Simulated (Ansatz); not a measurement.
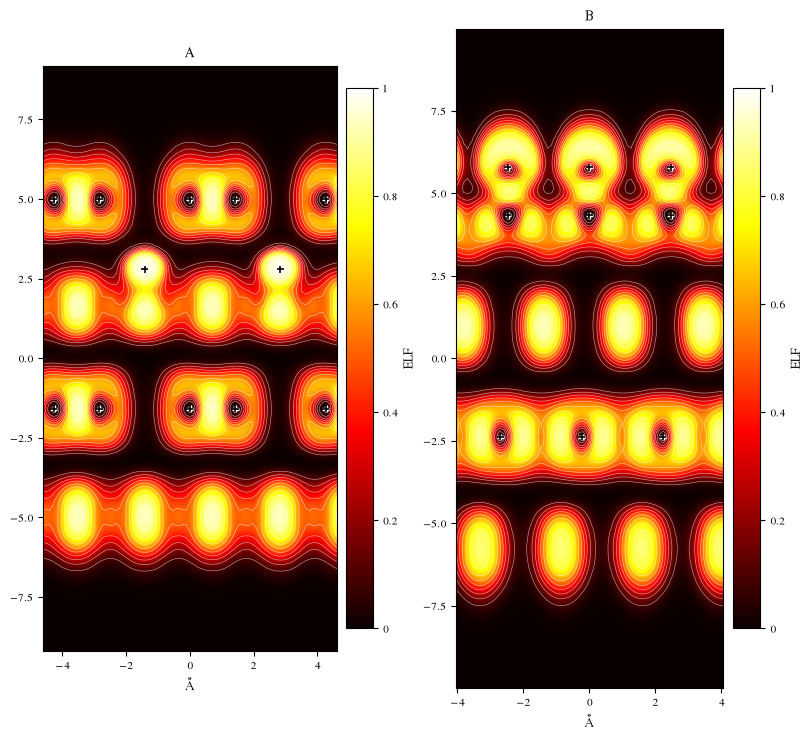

The ELF of 2 systems, each on a plane through atoms (crosses mark nuclei in the plane).

Method: Ansatz, DFT PBE+D3(BJ), scalar-relativistic, plane waves, PAW.

System 1: C8N (slab), the (100) plane of the calculation cell, a cut from vacuum to vacuum. Computed without spin polarisation.

```
CELL_PARAMETERS angstrom
2.46554 0.00000 0.00000
-1.23277 2.13415 0.00000
0.00000 0.00000 29.19852
ATOMIC_POSITIONS crystal
C 0.08331 0.16662 0.29111
C 0.41669 0.83338 0.29111
C 0.58331 0.16662 0.40754
C 0.91669 0.83338 0.40754
C 0.93812 0.87623 0.52301
C 0.27146 0.54293 0.52286
C 0.64715 0.29429 0.63773
C 0.98040 0.96081 0.62665
N 0.64669 0.29337 0.68750
```

System 2: HC8 (slab), the (110) plane of the calculation cell, a cut from vacuum to vacuum. Computed without spin polarisation.

```
C H
1.0
     2.46554    0.00000    0.00000
    -1.23277    2.13415    0.00000
     0.00000    0.00000   29.19852
C H
8 1
Direct
  0.08331 0.16662 0.29111
  0.41669 0.83338 0.29111
  0.58331 0.16662 0.40754
  0.91669 0.83338 0.40754
  0.07984 0.15968 0.52031
  0.42016 0.84032 0.52031
  0.58358 0.16716 0.63308
  0.91642 0.83284 0.63308
  0.25000 0.50000 0.55784
```

Which map belongs to which system?

Answer. Panel A is system 2, HC8: the plane holds C and H. C–C (1.42 Å): the ELF peaks at about 0.95 between the atoms. Panel B is system 1, C8N: the plane holds C and N. C–N (1.45 Å): the ELF peaks at about 0.90 between the atoms.
